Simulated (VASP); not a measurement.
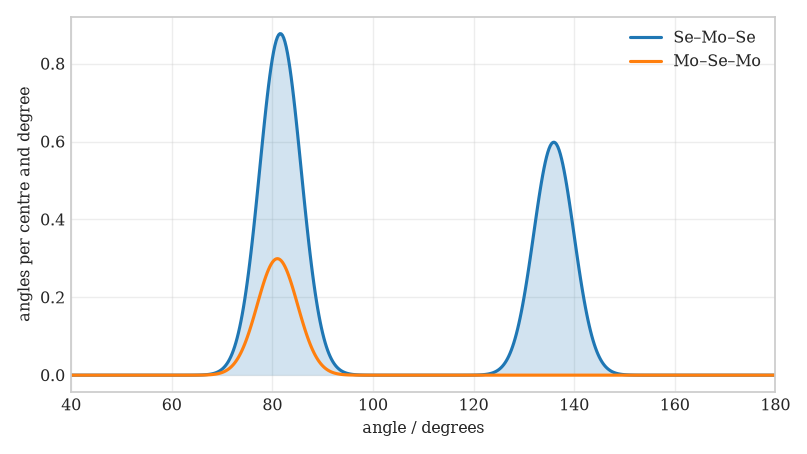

Bond-angle distributions computed from the structure of MoSe2; each angle is a Gaussian of σ = 4.0°. Bonds counted: Mo–Se up to 3.22 Å. Basis of the simulation: coordinates from a relaxation with VASP 6.6.1, VASP Kohn-Sham DFT of a periodic cell, PBEsol, VASP PAW PBE potentials, recommended.

### Give the groups of angles for each curve.

Se–Mo–Se: 81–83° (9 per centre); 136° (6 per centre)
Mo–Se–Mo: 81° (3 per centre)

### What coordination geometry do the angles point to, counting the bonds named above alone?

Mo has 6 Se neighbours in a trigonal prismatic arrangement.

The structure has space group P6_3/mmc (No. 194); other forms of this composition would give other results.
